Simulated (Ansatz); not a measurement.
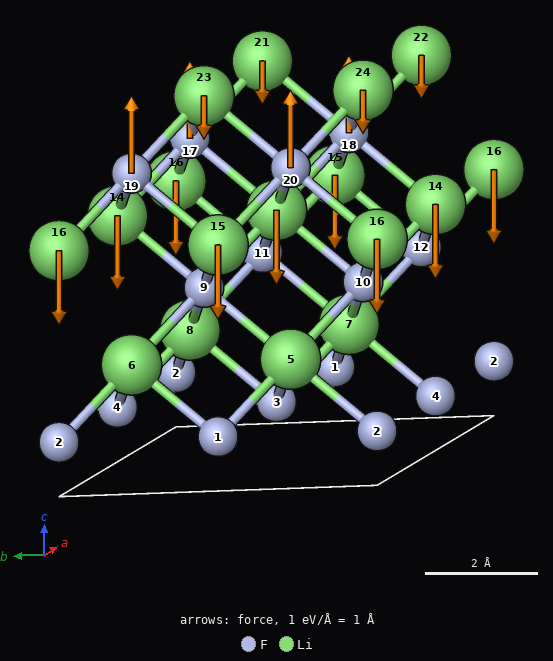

Starting geometry of a slab of composition LiF (cut from the Fm-3m phase) with the computed forces as orange arrows. The picture is a ball-and-stick view of the cell of the calculation, outlined in the plane, without the vacuum (origin shifted), seen from a free direction.

Case: clean slab, lower planes held. The slab is the (1 1 1) face of LiF. 12 atoms are held fixed.

These are results of DFT PBE, scalar-relativistic, plane waves, PAW (Ansatz 0.2.0), not measurements.

The input:
```yaml
crystal:
  lattice:
    - [5.7517025424, 0.0, 0.0]
    - [-2.8758512712, 4.9811205167, 0.0]
    - [0.0, 0.0, 21.8703068255]
  atoms:
    - { symbol: F, position: [0.1666666667, 0.3333333333, 0.3657927648] }
    - { symbol: F, position: [0.1666666667, 0.8333333333, 0.3657927648] }
    - { symbol: F, position: [0.6666666667, 0.3333333333, 0.3657927648] }
    - { symbol: F, position: [0.6666666667, 0.8333333333, 0.3657927648] }
    - { symbol: Li, position: [0.3333333333, 0.1666666667, 0.4194756589] }
    - { symbol: Li, position: [0.3333333333, 0.6666666667, 0.4194756589] }
    - { symbol: Li, position: [0.8333333333, 0.1666666667, 0.4194756589] }
    - { symbol: Li, position: [0.8333333333, 0.6666666667, 0.4194756589] }
    - { symbol: F, position: [0.5, 0.5, 0.473158553] }
    - { symbol: F, position: [0.5, 0.0, 0.473158553] }
    - { symbol: F, position: [0.0, 0.5, 0.473158553] }
    - { symbol: F, position: [0.0, 0.0, 0.473158553] }
    - { symbol: Li, position: [0.6666666667, 0.3333333333, 0.526841447] }
    - { symbol: Li, position: [0.6666666667, 0.8333333333, 0.526841447] }
    - { symbol: Li, position: [0.1666666667, 0.3333333333, 0.526841447] }
    - { symbol: Li, position: [0.1666666667, 0.8333333333, 0.526841447] }
    - { symbol: F, position: [0.8333333333, 0.6666666667, 0.5805243411] }
    - { symbol: F, position: [0.8333333333, 0.1666666667, 0.5805243411] }
    - { symbol: F, position: [0.3333333333, 0.6666666667, 0.5805243411] }
    - { symbol: F, position: [0.3333333333, 0.1666666667, 0.5805243411] }
    - { symbol: Li, position: [0.0, 0.5, 0.6342072352] }
    - { symbol: Li, position: [0.0, 0.0, 0.6342072352] }
    - { symbol: Li, position: [0.5, 0.5, 0.6342072352] }
    - { symbol: Li, position: [0.5, 0.0, 0.6342072352] }
basis:
  ecutwfc: 420
kpoints:
  mp_grid: { grid: [3, 3, 1] }
hamiltonian:
  xc: pbe
scf:
  occupations: { method: gaussian, width: 0.05 }
output:
  forces: true
  eigenvalues: true
  write_density: true
  write_potential: true
  elf: true
  volumetric_format: npy
relax:
  adjacent_minimum: "off"
  f_tol: 0.03
  max_steps: 70
  constraints: [{ sites: [0, 1, 2, 3, 4, 5, 6, 7, 8, 9, 10, 11] }]
efield:
  axis: 3
  dipole_correction: true
  ramp_width: 0.04
```

Run as
```bash
ansatz run input.yaml --threads 2 --pin off --max-ram 5120MiB --backend cpu --events-out ev --progress --plain --runs-dir out
```

What follows when this structure is relaxed?

It isn't relaxed: the largest force vector, on F atoms, is 1.44 eV/Å. The atoms end up moving mostly along the starting forces (cosine between the two patterns 0.89). Over 4 geometry steps the energy falls by 1.409 eV per cell of the calculation. The largest force component goes from 1.4 to 0.0083 eV/Å. The largest moves, 0.32 Å, are those of Li13, Li14, Li15 and Li16. Li13 goes along the normal (−c). By element the largest moves are Li 0.32 Å, F 0.11 Å. The cell stays as it was. Near-neighbour distances that change, for instance: Li13–F17 2.034 → 2.306 Å, F17–Li21 2.034 → 1.855 Å, F10–Li13 2.034 → 1.868 Å. Bond angles that change, for instance: Li13–F20–Li22 180.0° → 162.5°, F9–Li15–F18 180.0° → 163.3°, F18–Li15–F19 90.0° → 77.1°.
